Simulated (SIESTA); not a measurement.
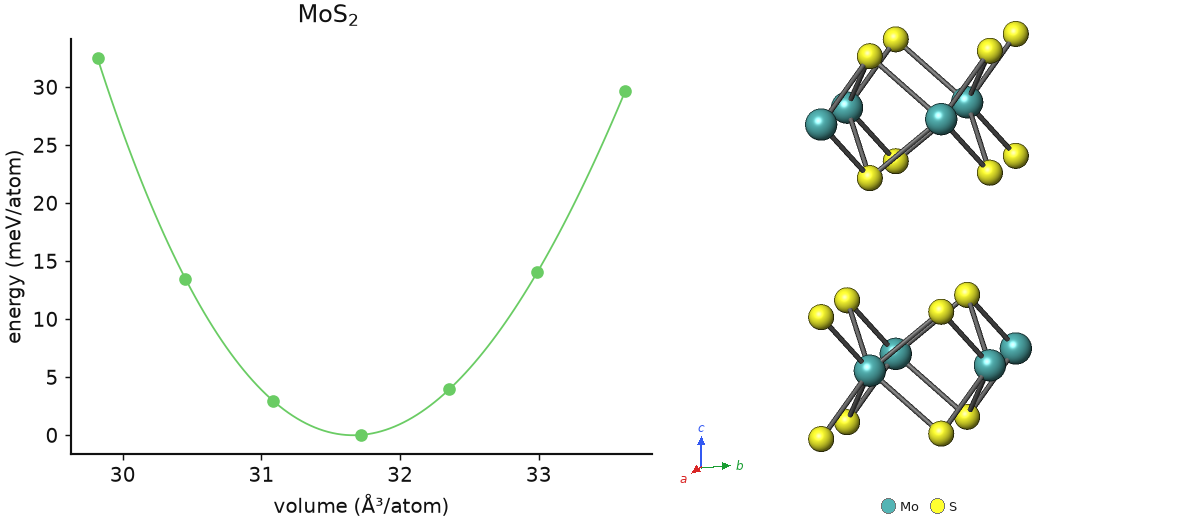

The figure shows the energy against volume for MoS₂, space group P-3m1 (No. 164). The slab (repeated in the plane, vacuum cut away) is drawn beside the plot.

Cell as given: a = 3.185 Å, b = 3.185 Å, c = 21.671 Å, α = 90.00°, β = 90.00°, γ = 120.00°; 6 atoms.

How it was computed, with SIESTA 5.4.2: DFT in numerical atomic orbitals with pseudopotentials, no spin polarisation; energies at scaled volumes of the given cell, shape and fractions fixed, counted from the fit's minimum, third-order Birch-Murnaghan fit. Level: PBEsol.

k mesh 10×10×2; occupations Fermi–Dirac; smearing width 0.05 eV; potentials PseudoDojo 0.4 standard, converted to PSML, two zetas on semicore shells; program settings basis DZP, mesh cutoff 800 Ry.

What equilibrium volume and bulk modulus follow from the curve?

Answer. A third-order Birch–Murnaghan fit gives V0 = 31.66 Å³/atom, B0 = 87.1 GPa and B′ = 4.3.

Caveats: mulliken charges of long orbitals; shape and atomic fractions are frozen while scaling, which makes layered, chain and framework solids too stiff.
